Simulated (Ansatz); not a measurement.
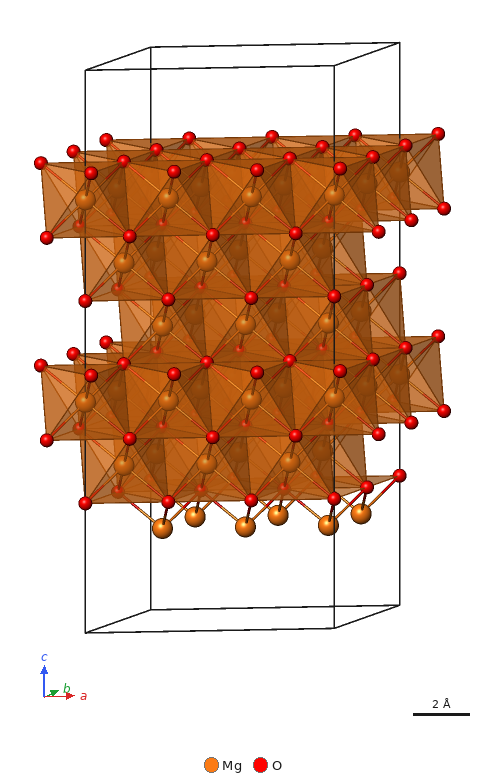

The structure as given in the input (polyhedral view of the 3 × 2 repeat of the cell, with the vacuum cut short, seen slightly off an axis; polyhedra are completed across the faces of the cell). An atom can appear more than once, as a periodic image.

## Single-point calculation of MgO

The run: single-point calculation of MgO (P3m1, 12 atoms in the cell). Method and program: DFT PBEsol, scalar-relativistic, plane waves, PAW, no spin polarisation (Ansatz 0.2.0).

The structure derives from an entry of the Crystallography Open Database. It belongs to a series of runs on one base structure; here: the crystal opened by +6.00 A across the cut. Figures and captions count atoms from 1; the log counts them from 0 in places.

What the program printed:
```
Engine: ansatz 0.2.0, x86_64-unknown-linux-gnu
Pseudopotentials: kind: paw
Pseudopotential: Mg, paw, valence charge 10, recommended cutoff 420 eV (normal), Mg.paw.azcp
Pseudopotential: O, paw, valence charge 6, recommended cutoff 420 eV (normal), O.paw.azcp
Functional definition: PBEsol
  exchange = pbesol_x
  correlation = pbesol_c
Crystal: 12 atoms, lattice volume = 164.183 Å³
Basis set: ecut = 420 eV, 3129 PW (Γ), exchange–correlation on 48×48×288 points (8 copies of the dense FFT grid, shifted against one another)
Bands: 60, of which v1, the nominal top of the filled ones, is band 48 counted from 1 (47 counted from 0)
Symmetry: 6 space group operations
Space group: P3m1 (ITA 156), of the structure as read, at distance tolerance 5.5e-5 Å
k-points: 24 of 162 (time reversal used)
Non-local potential: Mg, projectors of the file, l = 0: 3, l = 1: 2, l = 2: 1
Non-local potential: O, projectors of the file, l = 0: 2, l = 1: 2, l = 2: 1
PAW form: soft (Blöchl's): semilocal exchange-correlation on the pseudo side does not see the compensation charge
PAW frozen core: Mg, regenerated for the run's functional, and the local potential with it (the file was generated under x = pbe(κ = 0.804, μ = 0.2195149727645171), c = pbe(β = 0.06672455060314922))
PAW frozen core: O, regenerated for the run's functional, and the local potential with it (the file was generated under x = pbe(κ = 0.804, μ = 0.2195149727645171), c = pbe(β = 0.06672455060314922))
PAW one-centre angular grid: Mg, 110 points (default); XC on 64 Gauss nodes
PAW one-centre angular grid: O, 110 points (default); XC on 64 Gauss nodes
Initial density: superposition of atomic densities (neutral atoms: chi_scale 0, normalization atom), corrected by the library's trained network
Initial wavefunctions: pseudopotential atomic-orbital guess
Functional: x = pbesol(κ = 0.804, μ = 0.12345679012345678), c = pbesol(β = 0.046)
SCF iter   1: F=—  HF=-14851.950869 eV  |F-HF|=—  |Δ(HF+E_count)|=         —  Δρ=4.81e-2  dr2=4.36e1  ethr=1.77e-3  ⟨swp⟩=8.5  Hψ=6757  notcnv=0  defer=61
preconditioner: auto → Resta (q_TF=auto, 2.495 Å⁻¹)  ε∞=2.9  [insulator: Δε(μ)=1.101 eV  Ē_g=14.407 eV  σ=0.050 eV  W_gap=1.00  n_scr=46 (ndim 8)  ℏωp=20.1 eV  f_vac=0.223  D(μ)=0.00/eV (n_scr^D=0)  ε∞_Penn≈2.9  vacuum switching on, ρ_ref=1.5e-2 e/Å³]
SCF iter   2: F=—  HF=-14886.580246 eV  |F-HF|=—  |Δ(HF+E_count)|=    3.46e1  Δρ=2.49e-1  dr2=1.43e3  ethr=1.77e-3  ⟨swp⟩=6.3  Hψ=3137  notcnv=0  defer=140  recentre
preconditioner: auto → LDOS  [metal: Δε(μ)=0.062 eV  Ē_g=12.030 eV  σ=0.050 eV  W_gap=0.48  n_scr=46 (ndim 8)  ℏωp=19.2 eV  f_vac=0.237  D(μ)=5.66/eV (n_scr^D=46)  β→1.0]
SCF iter   3: F=—  HF=-14850.372701 eV  |F-HF|=—  |Δ(HF+E_count)|=    3.62e1  Δρ=3.22e-2  dr2=2.70e1  ethr=1.77e-3  ⟨swp⟩=4.0  Hψ=2696  notcnv=0  defer=110
SCF iter   4: F=—  HF=-14849.630326 eV  |F-HF|=—  |Δ(HF+E_count)|=   7.42e-1  Δρ=1.51e-2  dr2=6.19e-1  ethr=1.77e-3  ⟨swp⟩=3.2  Hψ=2101  notcnv=0  defer=146
SCF iter   5: F=—  HF=-14849.530005 eV  |F-HF|=—  |Δ(HF+E_count)|=   1.00e-1  Δρ=1.86e-2  dr2=1.21e0  ethr=6.45e-4  ⟨swp⟩=3.0  Hψ=2153  notcnv=0  defer=142
SCF iter   6: F=—  HF=-14849.840223 eV  |F-HF|=—  |Δ(HF+E_count)|=   3.10e-1  Δρ=2.36e-2  dr2=1.12e1  ethr=6.45e-4  ⟨swp⟩=2.9  Hψ=2268  notcnv=0  defer=123  recentre
SCF iter   7: F=—  HF=-14849.469926 eV  |F-HF|=—  |Δ(HF+E_count)|=   3.70e-1  Δρ=4.82e-3  dr2=4.19e-2  ethr=6.45e-4  ⟨swp⟩=2.7  Hψ=1774  notcnv=0  defer=143
SCF iter   8: F=—  HF=-14849.464799 eV  |F-HF|=—  |Δ(HF+E_count)|=   5.13e-3  Δρ=2.63e-3  dr2=1.08e-2  ethr=4.37e-5  ⟨swp⟩=2.5  Hψ=2230  notcnv=0  defer=152
SCF iter   9: F=—  HF=-14849.464436 eV  |F-HF|=—  |Δ(HF+E_count)|=   3.63e-4  Δρ=1.61e-3  dr2=7.79e-3  ethr=1.13e-5  ⟨swp⟩=2.2  Hψ=2032  notcnv=0  defer=153
SCF iter  10: F=—  HF=-14849.463733 eV  |F-HF|=—  |Δ(HF+E_count)|=   7.03e-4  Δρ=1.49e-3  dr2=4.20e-3  ethr=8.12e-6  ⟨swp⟩=2.0  Hψ=1894  notcnv=0  defer=153
SCF iter  11: F=—  HF=-14849.463507 eV  |F-HF|=—  |Δ(HF+E_count)|=   2.25e-4  Δρ=1.19e-3  dr2=2.56e-3  ethr=4.37e-6  ⟨swp⟩=2.0  Hψ=1772  notcnv=0  defer=151
SCF iter  12: F=—  HF=-14849.463457 eV  |F-HF|=—  |Δ(HF+E_count)|=   5.03e-5  Δρ=1.06e-3  dr2=2.66e-3  ethr=2.67e-6  ⟨swp⟩=2.1  Hψ=1820  notcnv=0  defer=149
SCF iter  13: F=—  HF=-14849.463174 eV  |F-HF|=—  |Δ(HF+E_count)|=   2.83e-4  Δρ=3.80e-4  dr2=1.31e-3  ethr=2.67e-6  ⟨swp⟩=1.9  Hψ=1411  notcnv=0  defer=149
SCF iter  14: F=—  HF=-14849.462952 eV  |F-HF|=—  |Δ(HF+E_count)|=   2.22e-4  Δρ=4.07e-4  dr2=8.33e-4  ethr=1.36e-6  ⟨swp⟩=1.3  Hψ=1332  notcnv=0  defer=149
SCF iter  15: F=—  HF=-14849.465355 eV  |F-HF|=—  |Δ(HF+E_count)|=   2.40e-3  Δρ=3.78e-3  dr2=2.54e-1  ethr=8.68e-7  ⟨swp⟩=2.0  Hψ=1827  notcnv=0  defer=148  recentre
SCF iter  16: F=—  HF=-14849.462888 eV  |F-HF|=—  |Δ(HF+E_count)|=   2.47e-3  Δρ=1.85e-4  dr2=5.63e-4  ethr=8.68e-7  ⟨swp⟩=2.0  Hψ=1780  notcnv=0  defer=148
SCF iter  17: F=—  HF=-14849.462868 eV  |F-HF|=—  |Δ(HF+E_count)|=   1.98e-5  Δρ=1.44e-4  dr2=3.58e-4  ethr=5.87e-7  ⟨swp⟩=1.0  Hψ=1507  notcnv=0  defer=148
SCF iter  18: F=—  HF=-14849.462856 eV  |F-HF|=—  |Δ(HF+E_count)|=   1.27e-5  Δρ=1.13e-4  dr2=2.28e-4  ethr=3.73e-7  ⟨swp⟩=1.0  Hψ=1293  notcnv=0  defer=148
SCF iter  19: F=—  HF=-14849.462848 eV  |F-HF|=—  |Δ(HF+E_count)|=   8.26e-6  Δρ=8.72e-5  dr2=1.37e-4  ethr=2.38e-7  ⟨swp⟩=1.1  Hψ=1311  notcnv=0  defer=148
SCF iter  20: F=—  HF=-14849.462845 eV  |F-HF|=—  |Δ(HF+E_count)|=   2.38e-6  Δρ=5.84e-5  dr2=6.30e-5  ethr=1.43e-7  ⟨swp⟩=1.2  Hψ=1312  notcnv=0  defer=148
SCF iter  21: F=—  HF=-14849.462898 eV  |F-HF|=—  |Δ(HF+E_count)|=   5.29e-5  Δρ=7.71e-6  dr2=1.33e-6  ethr=6.56e-8  ⟨swp⟩=1.3  Hψ=1361  notcnv=0  defer=148
SCF iter  22: F=-14849.462898 eV  HF=-14849.462898 eV  |F-HF|=7.35e-8  |Δ(HF+E_count)|=   4.37e-8  Δρ=4.62e-6  dr2=8.39e-8  ethr=1.04e-10  ⟨swp⟩=20.8  Hψ=13218  notcnv=0
SCF 1 converged in 22 iterations: F = -14849.462898 eV  dr2 = 8.39e-8
  greatest PAW one-centre occupation: 1.000 electrons in one spin orbital (limit 2), on the Mg atom at site 2 (counted from 0), in its partial waves of l = 0
```

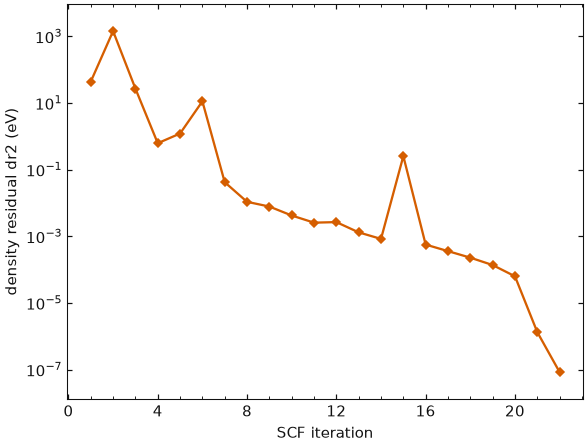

Convergence of the self-consistent field: density residual dr2 against the SCF iteration. The residual falls unevenly and jumps up by a factor of two or more 3 times on the way down.

```
WARN: The output density's exchange-correlation potential varies sharply where the density is thin. Do not read a vacuum level from v_tot or v_xc, or from such a field of the output density. On a cell that repeats whose density bears no net charge and no dipole along the vacuum's axis use v_es (v_loc + v_h of the components); under efield.dipole_correction with no amplitude use v_es + v_field, which holds any external_charges[].barrier, or the levels of the report's work_function block, which leave it out; under a non-zero efield.amplitude the vacuum is tilted and has no level; on a cell that repeats and bears such a dipole with no correction it is tilted too, and efield.dipole_correction with no amplitude gives each side of its ramp a level where efield: is served; in a cell that repeats whose density bears a net charge (total_charge, or a fill off its count) it is curved and has none; of a slab under crystal.periodic whose density bears no net charge use v_es, which has a level on each side, short of where the two are joined; of another it falls or rises all the way out and has none; of a slab beside external_charges read slab_vacuum_level instead, which it has where they leave it neutral. The grid or the basis barely resolves most such structure, and the values can differ between equally converged runs; as a rule a tighter scf.convergence.dr2_threshold does not remove it. Where the density itself ripples (under the LDA too) a higher basis.ecutwfc lessens it. The files hold the spikes' plane waves up to the density's cutoff. Files: v_tot_of_output_density and the like, and their columns of v_z.tsv (output.write_potential); v_xc_of_output_density and the like, and their columns of v_comp_z.tsv (output.write_potential_components). Measured: with its Gaussian average of σ = 0.25 Å subtracted twice, the exchange-correlation potential is over 0.1 eV at 3533 of the grid points where the equally averaged density (valence and model cores) is under 1e-3 e/Å³, and 1.14 eV at the most among them, at an averaged density of 1.2e-4 e/Å³. The input density's (outcome.potential() and, of a run that writes arrays, v_tot and v_xc) is over 0.1 eV, so measured, at 3567 points of its own thin density, 1.16 eV at the most. See output.write_potential in the manual, Limitations
SCF converged after 22 iterations
Free energy (F): -14849.462898 eV
Harris-Foulkes:  -14849.462898 eV  (|F-HF|=7.35e-8)
Internal energy: -14849.454960 eV  (E = F + TS)
E sigma→0 (E₀):  -14849.458929 eV
Entropy (-TS):   -0.007938 eV (-0.662 meV/atom)
Fermi energy:    4.731007 eV
--- Per-component energies (eV) ---
  E_band       = -2233.442016
  E_kinetic    = 1514.351279
  E_local      = -40496.177382  (includes V_loc(G=0)·N_el)
  E_nonlocal   = 863.436327
  E_hartree    = 18523.913392
  E_xc         = -616.596544
  E_vxc        = -794.086532  (∫ρ·V_xc dr)
  E_paw        = -2598.160334  (= ΣΔE_a)
  E_vpaw       = -368.819365  (= ΣTr[D̂ρ^β])
  E_aug_tail   = 0.014508  (compensation charges beyond the density's cutoff)
  E_ewald      = 7959.198893
  E_core_change = 0.564901  (= ΣΔE_core)
  E_smearing   = -0.007938  (= −TS)
  E_closure    = -0.000000  (closes the sum)
  Σ components = -14849.462898   (vs F -14849.462898, Δ=0.00e0)
--- Forces (eV/Å), atoms counted from 1 ---
  atom   1  Mg     0.01888149     0.01888149     0.01888149
  atom   2  Mg     0.64471020     0.64471020     0.64471020
  atom   3  Mg     0.38111789     0.38111789     0.38111789
  atom   4  Mg     0.33452098     0.33452098     0.33452098
  atom   5  Mg     0.33426017     0.33426017     0.33426017
  atom   6  Mg     0.33983883     0.33983883     0.33983883
  atom   7  O     -0.33242971    -0.33242971    -0.33242971
  atom   8  O     -0.08639793    -0.08639793    -0.08639793
  atom   9  O     -0.33305430    -0.33305430    -0.33305430
  atom  10  O     -0.40140246    -0.40140246    -0.40140246
  atom  11  O     -0.33695343    -0.33695343    -0.33695343
  atom  12  O     -0.56303134    -0.56303134    -0.56303134
  max |Σ_I F_I| component: 6.04e-5 eV/Å
--- Stress (GPa, compression-positive) ---
       -3.848406      -0.061862      -0.061862
       -0.061862      -3.848406      -0.061862
       -0.061862      -0.061862      -3.848406
  P = ⅓ Tr σ = -3.8484 GPa (-38.484 kbar)
--- Band table (eV; the first three rows and the last of 24) ---
  k-point 0: bands = ["-71.1246", "-70.2840", "-69.5403", "-68.8261", "-68.1054", "-67.2767", "-38.0615", "-38.0536", "-38.0536", "-37.2443", "-37.2096", "-37.2096", "-36.5001", "-36.4660", "-36.4660", "-35.7859", "-35.7518", "-35.7518", "-35.0651", "-35.0311", "-35.0311", "-34.2235", "-34.2066", "-34.2066", "-15.2058", "-14.3247", "-13.5898", "-12.8705", "-12.0968", "-10.7743", "-2.3712", "-1.0270", "0.0618", "0.9579", "0.9579", "1.1675", "1.7713", "1.7713", "2.4285", "2.4908", "2.4908", "2.9828", "3.2053", "3.2053", "3.9409", "3.9409", "4.3831", "5.1465", "5.1465", "6.9771", "8.1052", "9.0633", "9.9291", "10.4656", "10.9130", "12.6330", "13.6820", "14.2035", "15.0625", "15.8416"]
  k-point 1: bands = ["-71.1246", "-70.2840", "-69.5403", "-68.8261", "-68.1054", "-67.2767", "-38.0615", "-38.0536", "-38.0536", "-37.2443", "-37.2096", "-37.2096", "-36.5001", "-36.4660", "-36.4660", "-35.7859", "-35.7518", "-35.7518", "-35.0651", "-35.0311", "-35.0311", "-34.2235", "-34.2066", "-34.2066", "-15.2058", "-14.3247", "-13.5898", "-12.8705", "-12.0968", "-10.7743", "-2.3713", "-1.0273", "0.0616", "0.9579", "0.9579", "1.1670", "1.7713", "1.7713", "2.4299", "2.4908", "2.4908", "2.9808", "3.2053", "3.2053", "3.9409", "3.9409", "4.3837", "5.1464", "5.1464", "6.9739", "8.1152", "9.0483", "9.9330", "10.4836", "10.8976", "12.6310", "13.6807", "14.2339", "14.9976", "15.8387"]
  k-point 2: bands = ["-71.1241", "-70.2834", "-69.5397", "-68.8255", "-68.1048", "-67.2761", "-38.0613", "-38.0587", "-38.0550", "-37.2430", "-37.2162", "-37.2111", "-36.4988", "-36.4726", "-36.4675", "-35.7846", "-35.7584", "-35.7533", "-35.0639", "-35.0376", "-35.0325", "-34.2223", "-34.2131", "-34.2080", "-15.1133", "-14.2420", "-13.5099", "-12.7916", "-12.0235", "-10.7188", "-2.2207", "-0.9552", "-0.0148", "0.5235", "0.8733", "1.0727", "1.4111", "1.6882", "1.9749", "2.4079", "2.4934", "2.7744", "3.1225", "3.1732", "3.4668", "3.8591", "4.4818", "4.8062", "5.0864", "7.5280", "8.6125", "9.5621", "10.4298", "10.7398", "11.4164", "12.8642", "13.7136", "14.1202", "14.8468", "15.2917"]
  k-point 23: bands = ["-71.1195", "-70.2786", "-69.5348", "-68.8206", "-68.0999", "-67.2713", "-38.0900", "-38.0870", "-38.0520", "-37.2483", "-37.2479", "-37.2319", "-36.5046", "-36.5043", "-36.4878", "-35.7904", "-35.7901", "-35.7736", "-35.0697", "-35.0693", "-35.0529", "-34.2450", "-34.2448", "-34.2117", "-14.2360", "-13.4581", "-12.7418", "-12.0282", "-11.3012", "-10.1902", "-1.6915", "-1.6489", "-1.2123", "-0.7152", "-0.3898", "-0.2165", "0.2780", "0.3404", "0.5894", "1.1087", "1.1366", "1.3778", "1.8872", "2.4435", "2.4495", "3.4189", "3.7577", "4.6943", "7.3767", "8.9837", "9.4844", "11.9505", "12.6908", "12.7665", "13.3686", "13.4212", "13.8056", "14.1918", "14.2560", "14.3789"]
```

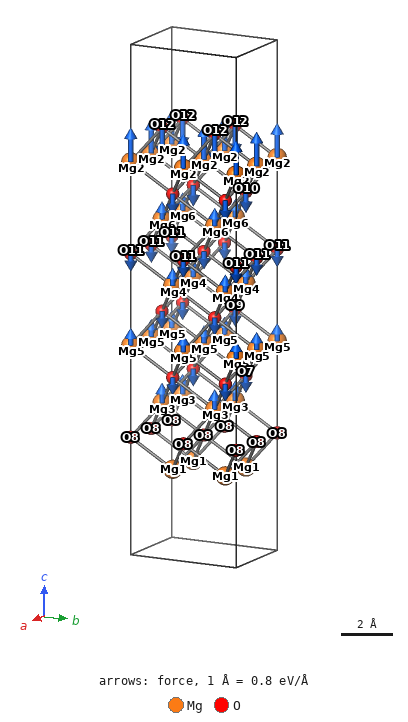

Forces on the atoms as blue arrows (ball-and-stick view of the 2 × 2 repeat of the cell, with the vacuum cut short, seen slightly off an axis; atoms are numbered from 1 in the order of the input); the smallest are left out. The largest act on Mg2 (1.12 eV/Å); O12 (0.98 eV/Å); O10 (0.70 eV/Å); Mg3 (0.66 eV/Å), among others. The geometry is not a stationary point of this energy.

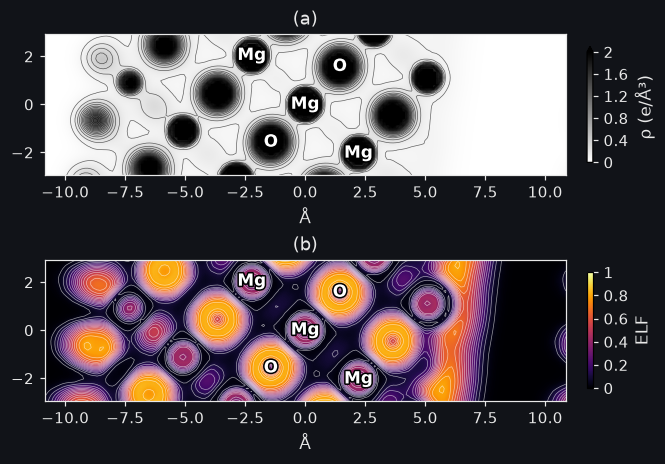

(a) valence electron density; (b) electron localisation function on the (111) plane of the conventional cell. Mg–O (2.14 Å): ρ at the midpoint is about 0.31 e/Å³; the ELF is about 0.30 at the midpoint; no shared pair; the contact is polar. The density dies away to nearly zero in the voids. The fields are those of the smooth PAW valence density.

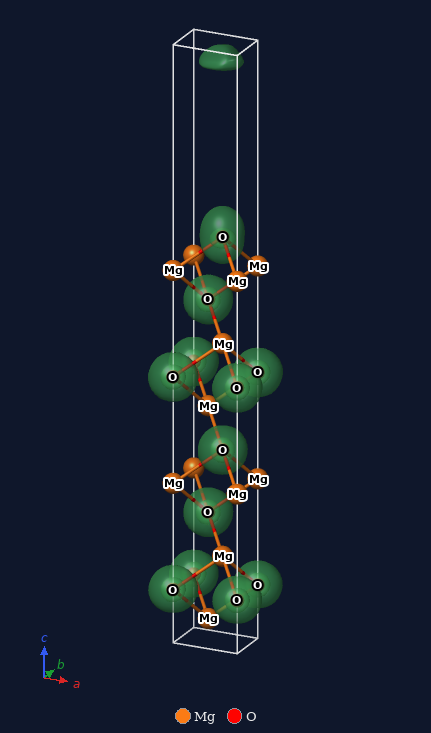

Isosurface of the ELF at 0.75 (green), seen slightly off an axis. Only the valence region is drawn (cores and ρ < 0.01 e/Å³ removed). Sticks mark near contacts. The outline is the cell set on symmetry axes. Profiles from the grid: Mg–O (2.14 Å): the ELF is about 0.30 at the midpoint (a polar contact without a shared pair, in a metal).

The run was set up as follows.

The input:
```yaml
crystal:
  lattice:
    - [2.13515, -2.13515, 0.0]
    - [2.13515, 0.0, -2.13515]
    - [12.0047016151, 12.0047016151, 12.0047016151]
  atoms:
    - { symbol: Mg, position: [0.6666666667, 0.6666666667, 0.0296432468] }
    - { symbol: Mg, position: [0.0, 0.0, 0.6225081838] }
    - { symbol: Mg, position: [0.3333333333, 0.3333333333, 0.1482162342] }
    - { symbol: Mg, position: [0.6666666667, 0.6666666667, 0.385362209] }
    - { symbol: Mg, position: [0.0, 0.0, 0.2667892216] }
    - { symbol: Mg, position: [0.3333333333, 0.3333333333, 0.5039351964] }
    - { symbol: O, position: [0.6666666667, 0.6666666667, 0.2075027279] }
    - { symbol: O, position: [0.0, 0.0, 0.0889297405] }
    - { symbol: O, position: [0.3333333333, 0.3333333333, 0.3260757153] }
    - { symbol: O, position: [0.6666666667, 0.6666666667, 0.5632216901] }
    - { symbol: O, position: [1.0, 1.0, 0.4446487027] }
    - { symbol: O, position: [0.3333333333, 0.3333333333, 0.6817946775] }
basis:
  ecutwfc: 420
kpoints:
  mp_grid: { grid: [9, 9, 2] }
hamiltonian:
  xc: pbesol
scf:
  occupations: { method: gaussian, width: 0.05 }
output:
  forces: true
  stress: true
  eigenvalues: true
  write_density: true
  write_potential: true
  elf: true
  volumetric_format: npy
```

Command:
```bash
ansatz run input.yaml --threads 2 --pin off --max-ram 5120MiB --backend cpu --events-out ev --progress --plain --runs-dir out
```

Key numbers:

| quantity | value |
| --- | --- |
| outcome | converged |
| space group (tolerance 0.01 Å) | P3m1 (156) |
| electrons treated | 96 |
| free energy | −14849.4629 eV |
| Fermi energy | 4.731 eV |
| gap on the k-point mesh | none (metallic) |
| pressure | −3.85 GPa |
| largest force (length of the vector) | 1.117 eV/Å |
| hardware | 2 threads of Intel Xeon (Granite Rapids), 32 GiB of memory available, shared host |
| wall time | 9.9 s (CPU time 19 s) |
| peak memory | 0.57 GiB |

Remarks:

Warnings of the run: the exchange-correlation potential is rough where the density is thin.
